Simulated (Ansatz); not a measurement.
Al3Ru2

```xyz
10
Lattice="3.0778 0.0000 0.0000 0.0000 3.0778 0.0000 0.0000 0.0000 14.2862" Properties=species:S:1:pos:R:3 pbc="T T T"
Al    0.0000    0.0000    0.0000
Al    1.5389    1.5389    7.1431
Al    1.5389    1.5389    4.3741
Al    0.0000    0.0000   11.5173
Al    0.0000    0.0000    2.7690
Al    1.5389    1.5389    9.9121
Ru    1.5389    1.5389    1.5125
Ru    0.0000    0.0000    8.6556
Ru    0.0000    0.0000    5.6306
Ru    1.5389    1.5389   12.7737
```

Space group I4/mmm; a structure from a database of computed crystals, not necessarily the ambient phase; computed without spin polarisation.

The calculation used DFT PBEsol, scalar-relativistic, plane waves, PAW (Ansatz).

> What will maps of the valence pseudo-density and electron localisation function show?

Al–Al (2.77 Å): the density is about 0.23 e/Å³ at the midpoint; the ELF is about 0.45 at the midpoint.

> Metal or insulator at this level of theory?

It is metallic or semimetallic at this level of theory: no gap opens.

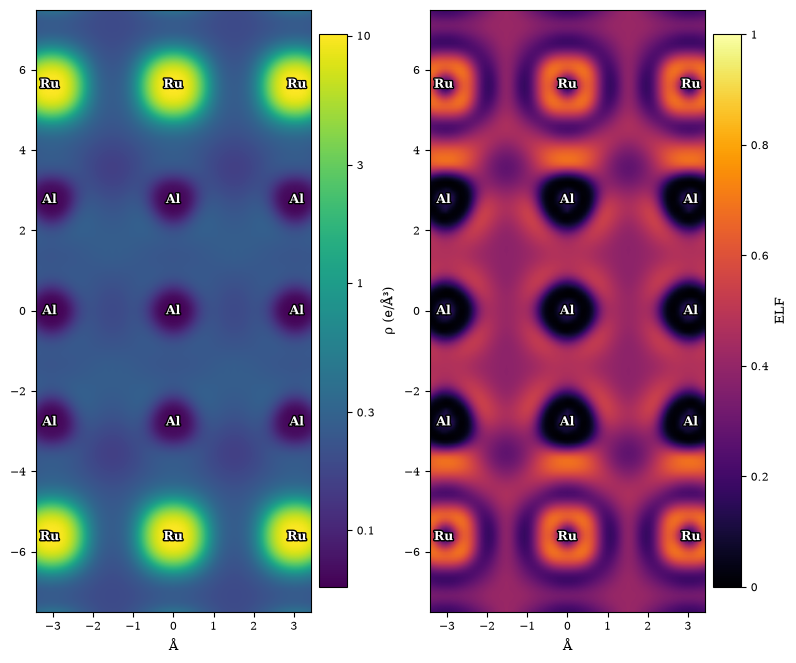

Computed valence pseudo-density and electron localisation function on the (010) plane of the conventional cell, in this order. 

The density is the valence pseudo-density of a PAW calculation; it isn't the true density close to the nuclei.
